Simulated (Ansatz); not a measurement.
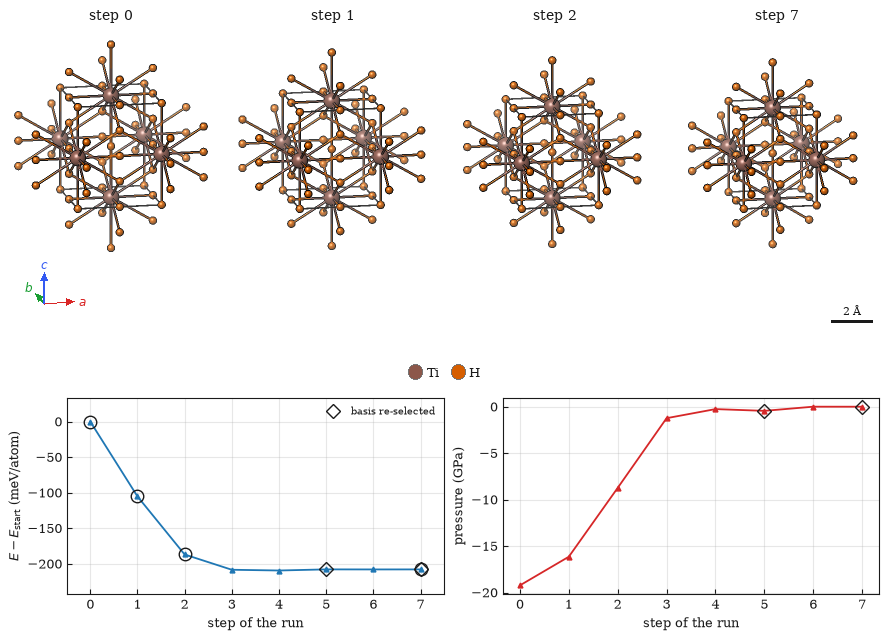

Frames of a relaxation of crystalline TiH5 (a generated structure, set up in I4/mmm) (coarse preliminary run), marked on the history of the run. The picture is a ball-and-stick view of the conventional cell (2 times the calculation's cell), seen slightly off an axis. Lengths and directions refer to the drawn axes.

Theory: Ansatz 0.2.0, DFT PBE, scalar-relativistic, plane waves, PAW.

Input file:
```yaml
crystal:
  lattice:
    - [-2.13628454, 2.13628454, 2.6071835]
    - [2.13628454, -2.13628454, 2.6071835]
    - [2.13628454, 2.13628454, -2.6071835]
  atoms:
    - { symbol: Ti, position: [0.5, 0.5, 0.0] }
    - { symbol: H, position: [0.75, 0.25, 0.5] }
    - { symbol: H, position: [0.25, 0.75, 0.5] }
    - { symbol: H, position: [0.5, 0.0, 0.5] }
    - { symbol: H, position: [0.0, 0.5, 0.5] }
    - { symbol: H, position: [0.0, 0.0, 0.0] }
basis:
  ecutwfc: 420
kpoints:
  mp_grid: { grid: [6, 6, 6] }
hamiltonian:
  xc: pbe
scf:
  occupations: { method: gaussian, width: 0.1 }
  lower_state_search: "off"
output:
  forces: true
  stress: true
  eigenvalues: true
relax:
  adjacent_minimum: "off"
  f_tol: 0.04
  max_steps: 70
  cell: { stress_tol: 0.4 }
```

Launched with:
```bash
ansatz run input.yaml --threads 1 --pin off --max-ram 2560MiB --backend cpu --events-out ev --progress --plain --runs-dir out
```

> Describe the path.

After 5 accepted moves (7 points after the start) the energy has fallen by 208 meV per atom. All forces vanish by symmetry, so only the cell relaxes. The pressure goes from −19.23 to 0.00 GPa. The SCF was repeated twice at an unchanged geometry on a basis and grid sized afresh for the cell, which shifted the energy by 1.6 meV per atom at most. The atoms keep their places relative to the cell (all moves are under 0.005 Å). Cell: a = b 4.273 → 3.715 Å (−13.1 %), c 5.214 → 4.657 Å (−10.7 %). Volume −32.5 %. Among the contacts that change: Ti1–H2 2.503 → 2.192 Å, Ti1–H4 2.136 → 1.857 Å, Ti1–H6 2.607 → 2.328 Å. The space group stays I4/mmm (No. 139). From step 0 to 1: volume −11.5 %, energy −105 meV per atom. From step 1 to 2: volume −14.1 %, energy −81.7 meV per atom. From step 2 to 7: volume −11.1 %, energy −21.0 meV per atom.
